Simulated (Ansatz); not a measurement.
**Si$_{2}$Mo: density, localisation and related maps**

Input file:

```
crystal:
  lattice:
    - [-1.6084236815, 1.6084236815, 3.9365100056]
    - [1.6084236815, -1.6084236815, 3.9365100056]
    - [1.6084236815, 1.6084236815, -3.9365100056]
  atoms:
    - { symbol: Si, position: [0.3076224403, 0.3625758389, 0.0] }
    - { symbol: Si, position: [0.6374241611, 0.6923775597, 0.0] }
    - { symbol: Mo, position: [0.0, 0.0, 0.0] }
basis:
  ecutwfc: 420
kpoints:
  mp_grid: { grid: [20, 20, 20] }
hamiltonian:
  xc: pbe
scf:
  occupations: { method: gaussian, width: 0.15 }
output:
  forces: true
  stress: true
  eigenvalues: true
  write_density: true
  write_potential: true
  elf: true
  volumetric_format: npy
```

Launched as:

```sh
ansatz run input.yaml --threads 1 --pin off --max-ram 2560MiB --backend cpu --events-out ev --progress --plain --runs-dir out
```

Below, planes, directions and counts refer to the conventional cell (a = 4.55 Å, b = 7.87 Å, c = 4.55 Å, α = 90.00°, β = 90.00°, γ = 90.00°).

Space group Fmm2; changed on purpose from its base cell (all Si atoms moved +0.125 Å, as atom 1 along Cartesian [1 -1 0]); not relaxed (largest force 1.2 eV/Å); computed without spin polarisation.

These are results of DFT PBE, scalar-relativistic, plane waves, PAW in Ansatz 0.2.0, not measurements.

In a PAW calculation such maps are meaningful between the atoms, not at the nuclei.

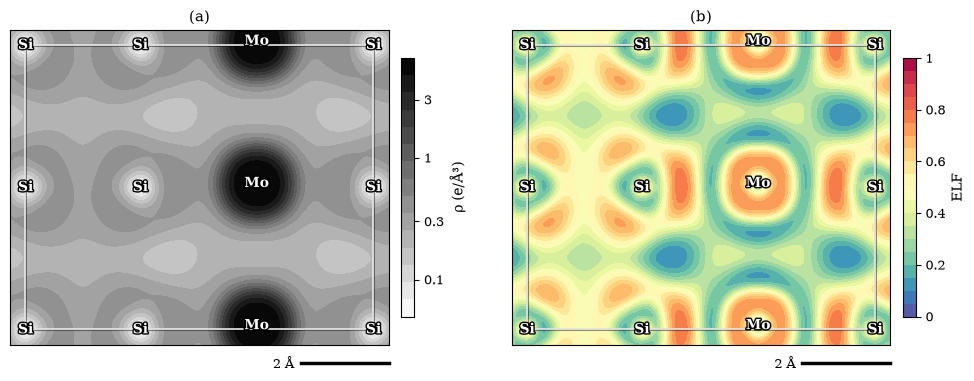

Figure 1. (a) valence pseudo-density; (b) electron localisation function on the (101̄) plane of the conventional cell.

Q: What does the map show?

A:
- The section cuts through Si and Mo sites.
- Si–Mo (2.64 Å): ρ at the midpoint is about 0.38 e/Å³; the ELF peaks at about 0.80 in the valence shell of Si, 0.9 Å from its nucleus, and is about 0.40 at the midpoint.
- Between the atoms the lowest density in this plane is 0.14 e/Å³.
- The features right at Mo lie inside the PAW spheres, where the map follows smoothed inner orbitals and isn't to be read closely.

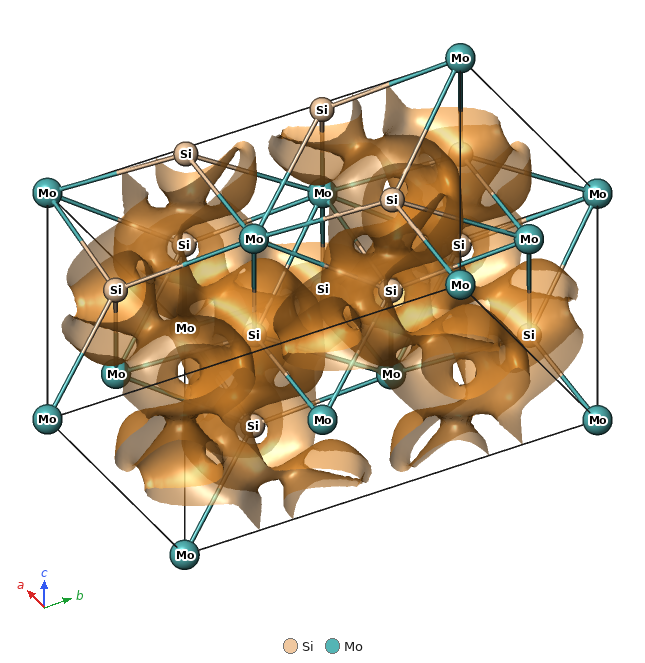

Figure 2. Isosurface of the ELF at 0.55 (orange), seen at an oblique angle. Core shells and regions of very low density are left out. Sticks mark near contacts.

Q: Where are the electrons localised?

A: The ELF exceeds this value in sheets that run through the cell in two directions, counted in one cell of 12 atoms. Any copies at cell faces, edges or corners count once.


Si–Mo (2.51 Å): the ELF peaks at about 0.75 in the valence shell of Si, 0.9 Å from its nucleus, and is about 0.45 at the midpoint. Si–Mo (2.62 Å): the ELF peaks at about 0.70 in the valence shell of Si, 0.9 Å from its nucleus, and is about 0.40 at the midpoint.

Q: Does the calculation make it a metal, or give it a gap?

A: It is gapless in this calculation (a metal or semimetal).
